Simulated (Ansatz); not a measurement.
A series of calculations on TiSi2

### Relaxation

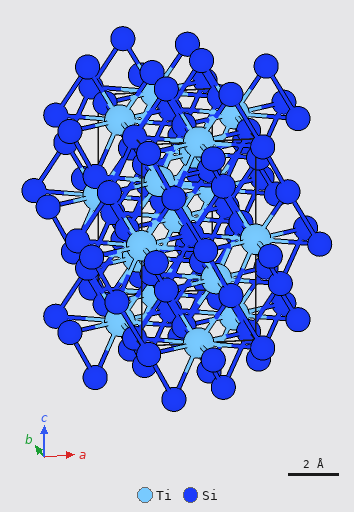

This is the input geometry for a relaxation of solid TiSi$_{2}$ (set up in Fddd). Style: ball-and-stick. Shown: the conventional cell (4 times the calculation's cell), slightly off an axis. Lengths and directions refer to the drawn axes.

Case: relaxed at 3 GPa.

These are results of Ansatz 0.2.0, DFT r2SCAN, scalar-relativistic, plane waves, PAW, not measurements.

The input:
```yaml
crystal:
  lattice:
    - [0.0, 4.0774525872, 4.2182457319]
    - [2.3679640603, 0.0, 4.2182457319]
    - [2.3679640603, 4.0774525872, 0.0]
  atoms:
    - { symbol: Ti, position: [0.75, 0.75, 0.75] }
    - { symbol: Ti, position: [0.5, 0.5, 0.5] }
    - { symbol: Si, position: [0.0873300276, 0.4126699724, 0.0873300276] }
    - { symbol: Si, position: [0.4126699724, 0.0873300276, 0.4126699724] }
    - { symbol: Si, position: [0.1626699724, 0.8373300276, 0.1626699724] }
    - { symbol: Si, position: [0.8373300276, 0.1626699724, 0.8373300276] }
basis:
  ecutwfc: 500
kpoints:
  mp_grid: { grid: [10, 10, 10] }
hamiltonian:
  xc: r2scan
scf:
  occupations: { method: gaussian, width: 0.1 }
output:
  forces: true
  stress: true
  eigenvalues: true
relax:
  adjacent_minimum: "off"
  f_tol: 0.008
  max_steps: 50
  cell: { stress_tol: 0.08, p_target: 3.0 }
```

Command:
```bash
ansatz run input.yaml --threads 1 --pin off --max-ram 2560MiB --backend cpu --events-out ev --progress --plain --runs-dir out
```

What does the optimiser find from here?

The atoms keep their places relative to the cell (all moves are under 0.005 Å). The drawn cell changes as follows: a 4.736 → 4.750 Å (+0.3 %), b 8.155 → 8.166 Å (+0.1 %), c 8.436 → 8.473 Å (+0.4 %); the volume changes by +0.9 %. Near-neighbour distances that change, for instance: Si3–Si5 2.496 → 2.505 Å, Ti1–Si5 2.521 → 2.531 Å, Ti1–Ti2 3.163 → 3.172 Å, Ti1–Si3 2.714 → 2.721 Å. The space group stays Fddd (No. 70). Over 1 accepted move (2 points after the start) the energy falls by 17.2 meV per cell of the calculation. With the target pressure of 3 GPa, the enthalpy E + pV changes by −4.1 meV per cell of the calculation. The largest force component goes from 0.019 to 0.0051 eV/Å. Pressure: 4.55 GPa at the start and 3.02 GPa at the end. The SCF was repeated once at an unchanged geometry on a basis and grid sized afresh for the cell, which shifted the energy by 0.2 meV per cell of the calculation at most. Cost: 5.1 min on 1 thread of Intel(R) Xeon(R) Processor @ 2.50GHz (Skylake/Cascade Lake), on a shared host, peak memory 0.92 GiB.

### Relaxation

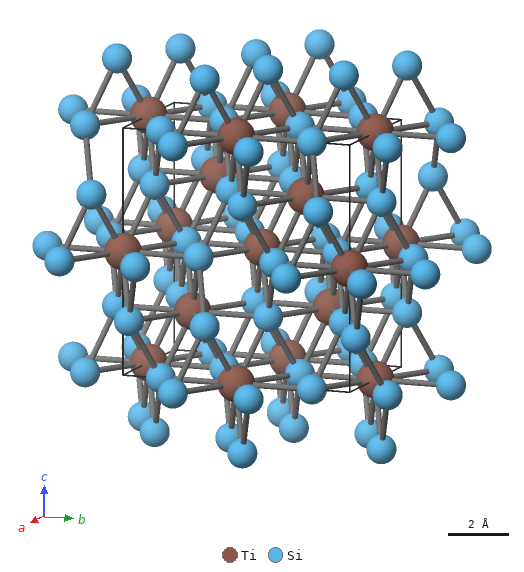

Starting structure of solid TiSi₂ (set up in Fddd). A ball-and-stick model of the conventional cell (4 times the calculation's cell), seen slightly off an axis. Lengths and directions refer to the drawn axes.

The calculation used DFT r2SCAN, scalar-relativistic, plane waves, PAW in Ansatz.

Input file:
```yaml
crystal:
  lattice:
    - [0.0, 4.118, 4.2615]
    - [2.3865, 0.0, 4.2615]
    - [2.3865, 4.118, 0.0]
  atoms:
    - { symbol: Ti, position: [0.75, 0.75, 0.75] }
    - { symbol: Ti, position: [0.5, 0.5, 0.5] }
    - { symbol: Si, position: [0.083, 0.417, 0.083] }
    - { symbol: Si, position: [0.417, 0.083, 0.417] }
    - { symbol: Si, position: [0.167, 0.833, 0.167] }
    - { symbol: Si, position: [0.833, 0.167, 0.833] }
basis:
  ecutwfc: 500
kpoints:
  mp_grid: { grid: [10, 10, 10] }
hamiltonian:
  xc: r2scan
scf:
  occupations: { method: gaussian, width: 0.1 }
output:
  forces: true
  stress: true
  eigenvalues: true
relax:
  adjacent_minimum: "off"
  f_tol: 0.005
  max_steps: 80
  cell: { stress_tol: 0.05 }
```

Launched with:
```bash
ansatz run input.yaml --threads 1 --pin off --max-ram 2560MiB --backend cpu --events-out ev --progress --plain --runs-dir out
```

### Where does the relaxation end?

After 4 accepted moves (5 points after the start) the energy has fallen by 2.9 meV per atom. The largest force component goes from 0.23 to 0.00016 eV/Å. Pressure: −0.01 GPa at the start and 0.01 GPa at the end. At 1 point the geometry stayed and the basis and grid were re-selected for the new cell (energy shift of less than 0.05 meV per atom at most each time). The largest moves relative to the cell, 0.036 Å, are those of Si3, Si4, Si5 and Si6. Si5 goes along −b. Ti stays in place. The drawn cell changes at constant volume: a 4.773 → 4.781 Å (+0.2 %), b 8.236 → 8.232 Å (0.0 %), c 8.523 → 8.516 Å (−0.1 %). Near-neighbour distances that change, for instance: Ti1–Si3 2.743 → 2.777 Å, Si3–Si5 2.538 → 2.519 Å, Ti1–Si3 (another image) 2.754 → 2.740 Å, Ti1–Si5 2.536 → 2.545 Å. The space group stays Fddd (No. 70). The run took 8.6 min on 1 thread of Intel(R) Xeon(R) Processor @ 2.50GHz (Skylake/Cascade Lake), on a shared host, peak memory 0.93 GiB.

### A change

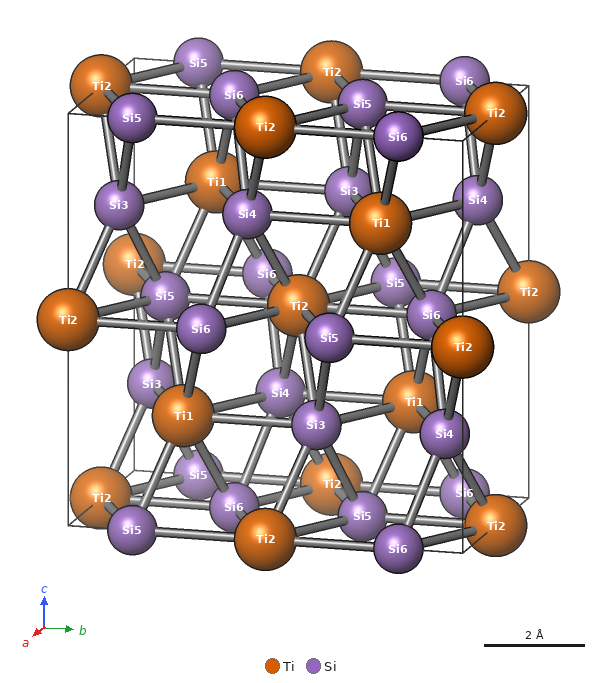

Reference structure: a crystal of TiSi₂ (set up in Fddd). Style: ball-and-stick. Shown: the conventional cell (4 times the calculation's cell), slightly off an axis. Lengths and directions refer to the drawn axes.

Level of theory: Ansatz, DFT r2SCAN, scalar-relativistic, plane waves, PAW. Settings: plane-wave cutoff 500 eV; k-point mesh 10 × 10 × 10; occupations gaussian; smearing width 0.1 eV; no spin polarisation.

Now this is done to it. The crystal is put under a hydrostatic pressure of −3 GPa. Cell and atoms are relaxed at that pressure.

What does the calculation give for the changed structure?

It costs 2.9 meV per atom. Pressure: 0.0 GPa before, −3.0 GPa after. Cell: a 4.781 → 4.816 Å (+0.7 %), b 8.232 → 8.305 Å (+0.9 %), c 8.516 → 8.562 Å (+0.5 %). Volume +2.2 %. No atom moves by more than 0.005 Å relative to the cell. Some distances before and after: Si–Ti 2.777 → 2.803 Å, Si–Ti 2.740 → 2.761 Å, Si–Ti 2.545 → 2.561 Å, Si–Si 2.519 → 2.534 Å. The space group stays Fddd (No. 70).

### Series

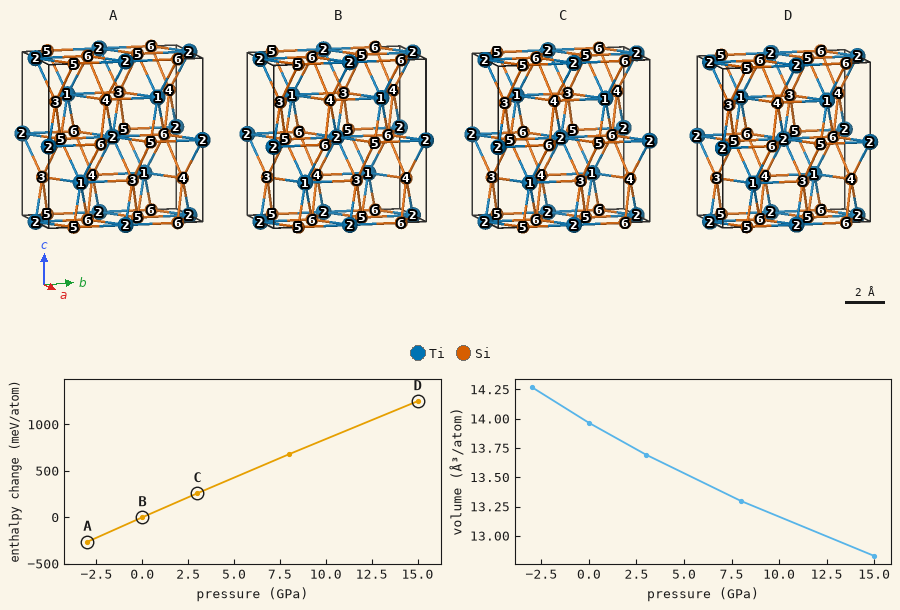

Members of a series of calculations on crystalline TiSi₂ (set up in Fddd), marked on the first curve. The picture is a ball-and-stick view of the conventional cell (4 times the calculation's cell), seen slightly off an axis. Lengths and directions refer to the drawn axes.

All numbers below come from DFT r2SCAN, scalar-relativistic, plane waves, PAW (Ansatz 0.2.0). Settings: plane-wave cutoff 500 eV; k-point mesh 10 × 10 × 10; occupations gaussian; smearing width 0.1 eV; no spin polarisation.

> How does the crystal respond to pressure?

The structure is relaxed at several pressures. A (pressure −3.0 GPa): enthalpy change −264 meV/atom, volume 14.27 Å³ per atom. B (pressure 0.0 GPa): enthalpy change 0.0 meV/atom, volume 13.96 Å³ per atom. C (pressure 3.0 GPa): enthalpy change 259 meV/atom, volume 13.69 Å³ per atom. D (pressure 15.0 GPa): enthalpy change 1250 meV/atom, volume 12.83 Å³ per atom. The rest compares A with D. The drawn cell changes as follows: a 4.816 → 4.643 Å (−3.6 %), b 8.305 → 7.959 Å (−4.2 %), c 8.562 → 8.332 Å (−2.7 %); the volume changes by −10.1 %. Among the bonded contacts that change: Si–Ti 2.803 → 2.679 Å, Si–Ti 2.761 → 2.661 Å, Si–Ti 2.561 → 2.482 Å.
